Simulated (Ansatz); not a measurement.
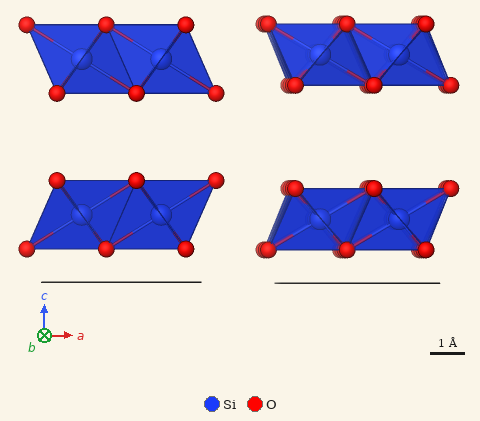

Two geometries of a free-standing layer of SiO2 (a generated structure, set up in Amm2) (coarse preliminary run), drawn at one scale. One is the start of a relaxation, the other its converged end. Style: polyhedral. Shown: the 2 × 3 repeat of the cell, outlined in the plane, without the vacuum, along the b axis.

Computed with DFT PBE+D3(BJ), scalar-relativistic, plane waves, PAW in Ansatz 0.2.0. Settings: plane-wave cutoff 420 eV; k-point mesh 8 × 8 × 1; occupations gaussian; smearing width 0.1 eV; no spin polarisation; cell and atoms relaxed; force threshold 0.04 eV/Å; at most 70 steps.

Which one is relaxed?

The right one is the relaxed one. After 7 accepted moves (9 points after the start) the energy has fallen by 0.977 eV per cell of the calculation. Largest force component: 2.7 eV/Å at the start, 0.0035 eV/Å at the end. At 2 points the geometry stayed and the basis and grid were re-selected for the new cell (energy shift of 2.0 meV per cell of the calculation at most each time). The largest moves relative to the cell and the layer's centre, 0.26 Å, are those of O atoms. Largest moves by element: O 0.26 Å, Si 0.13 Å. In the plane the drawn cell goes a 5.350 → 5.374 Å (+0.5 %), b 8.025 → 8.061 Å (+0.5 %). Near-neighbour distances that change, for instance: O–Si 1.935 → 1.802 Å, O–Si 1.750 → 1.803 Å. Bond angles that change, for instance: Si–O–Si 92.2° → 96.4°, O–Si–O 87.8° → 83.6°, O–Si–O 92.2° → 96.4°. The program noted that it reset the height of the cell.
